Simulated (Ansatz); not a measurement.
The structure in question:

```yaml
crystal:
  lattice:
    - [3.18244, 0.00000, 0.00000]
    - [0.00000, 3.18244, 0.00000]
    - [0.00000, 0.00000, 3.18244]
  atoms:
    - { symbol: Al, position: [0.00000, 0.00000, 0.00000] }
    - { symbol: Al, position: [0.50000, 0.50000, 0.50000] }
```

Q: What does this file describe?

A: The element is aluminium. Space group Im-3m (No. 229), lattice body-centred cubic. In terms of structure types, this is body-centred cubic (W type). The cell holds two atoms. Al is coordinated by eight Al in a cubic arrangement at 2.76 Å. The bonds build a three-dimensional framework.

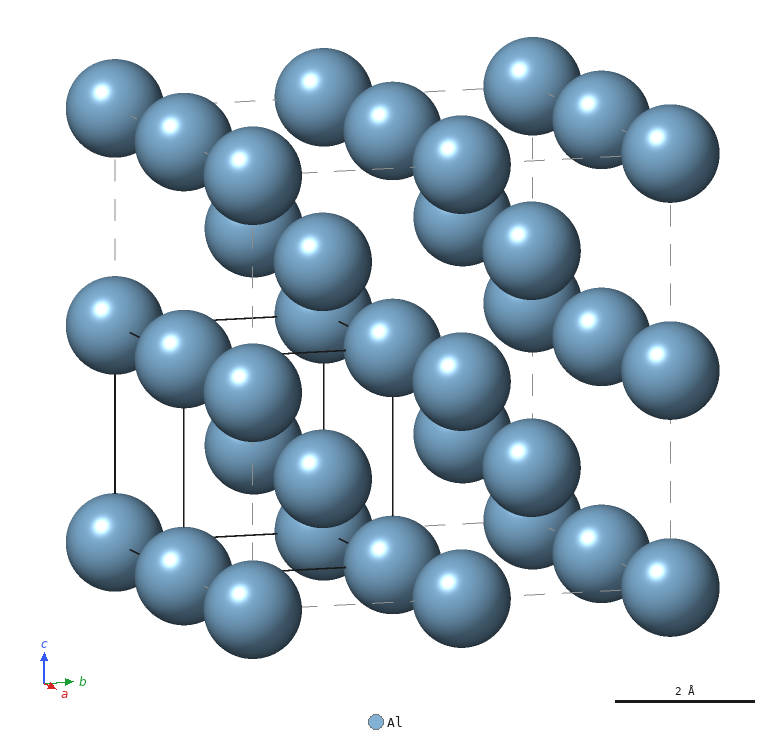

Shown here is a spheres-only view of the crystal, taken slightly off an axis. The solid box is one conventional unit cell, and 2×2×2 cells are shown. Colours: aluminium light blue.

The cell started as a structure listed in the Materials Project. Earlier steps of the study may have refined or changed the cell and positions. A calculation with Ansatz used it as input.
